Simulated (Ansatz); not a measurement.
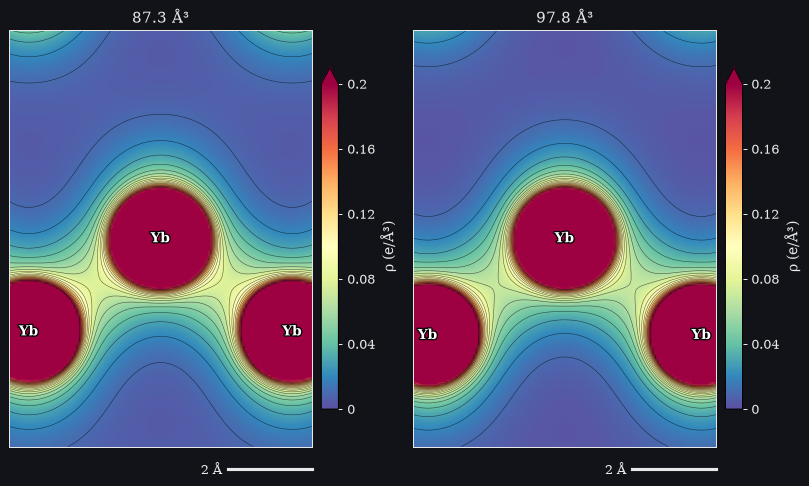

Yb. The valence charge density (pseudo) of cells scaled evenly to different volumes (given per atom above each panel), on the (011̄) plane of each (indices in the axes of the cell below), at one length scale and on one colour scale.

A generated structure, not necessarily the stable one; computed without spin polarisation; no Hubbard U on the f states and no spin–orbit coupling.

All numbers below come from Ansatz 0.2.0, DFT, revPBE, plane waves (420 eV) with PAW, scalar-relativistic.

The largest cell:

```xyz
2
Lattice="0.0000 4.6077 4.6077 4.6077 0.0000 4.6077 4.6077 4.6077 0.0000" Properties=species:S:1:pos:R:3 pbc="T T T"
Yb    1.1519    1.1519    1.1519
Yb    8.0635    8.0635    8.0635
```

| volume (Å³/atom) | Yb–Yb contact in the plane (Å) | ρ at its midpoint (e/Å³) | pressure (GPa) | 
| --- | --- | --- | --- |
| 87.34 | 3.842 | 0.077 | 0.0 | 
| 94.33 | 3.942 | ? | ? | 
| 97.83 | 3.990 | 0.069 | −0.3 | 

Estimate the missing row, and compare with the calculation.

Over the known rows ln ρ falls by 0.74 per Å of Yb–Yb distance (the line through the two), which gives 0.071 e/Å³ at 3.942 Å; the calculation gives 0.072 e/Å³. For the pressure, a straight line in volume between the neighbouring rows gives −0.2 GPa; the calculation gives −0.2.
